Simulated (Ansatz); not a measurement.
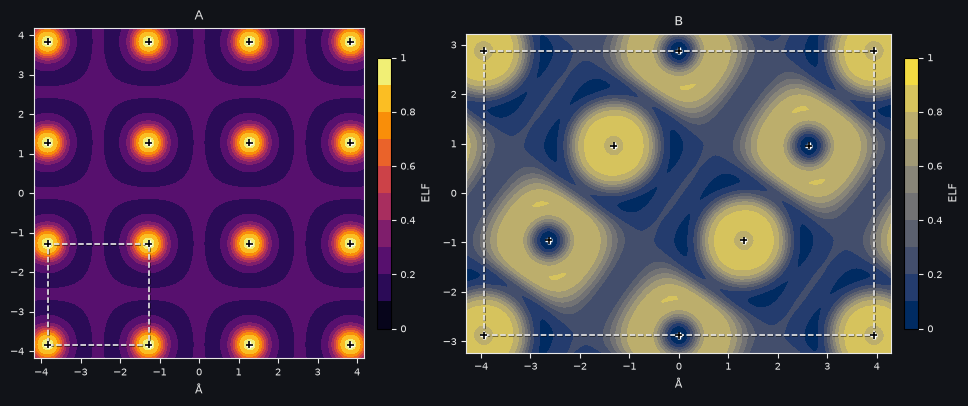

The electron localisation function of 2 systems, each on a plane through atoms (crosses mark nuclei in the plane).

Method: DFT, PBEsol, PAW with Ansatz's default frozen-core files, scalar-relativistic (Ansatz 0.2.0).

System 1: Cu, the (001) plane of the conventional cell. Space group I4/mmm; changed on purpose from its base cell (zz strain of +2 %, PAW files); computed pressure about −9 GPa in this cell; computed without spin polarisation.

```xyz
2
Lattice="1.8075 -1.8075 0.0000 1.8075 1.8075 0.0000 0.0000 0.0000 3.6873" Properties=species:S:1:pos:R:3 pbc="T T T"
Cu    0.0000    0.0000    0.0000
Cu    1.8075    0.0000    1.8437
```

System 2: HfC, the (110) plane of the conventional cell. Space group R-3m; changed on purpose from its base cell (equal xy, yz and zx shear strains of -2 %, PAW files); computed pressure about −6 GPa in this cell.

Q: Which map belongs to which system?

A: Panel A is system 1, Cu: the plane holds Cu. Cu–Cu (2.56 Å): the ELF is about 0.20 at the midpoint (no localised pair shows between them). Panel B is system 2, HfC: the plane holds Hf and C. Hf–C (2.33 Å): the ELF peaks at about 0.80 in the valence shell of C, 0.7 Å from its nucleus, and is about 0.25 at the midpoint (no shared electron pair shows on this line).
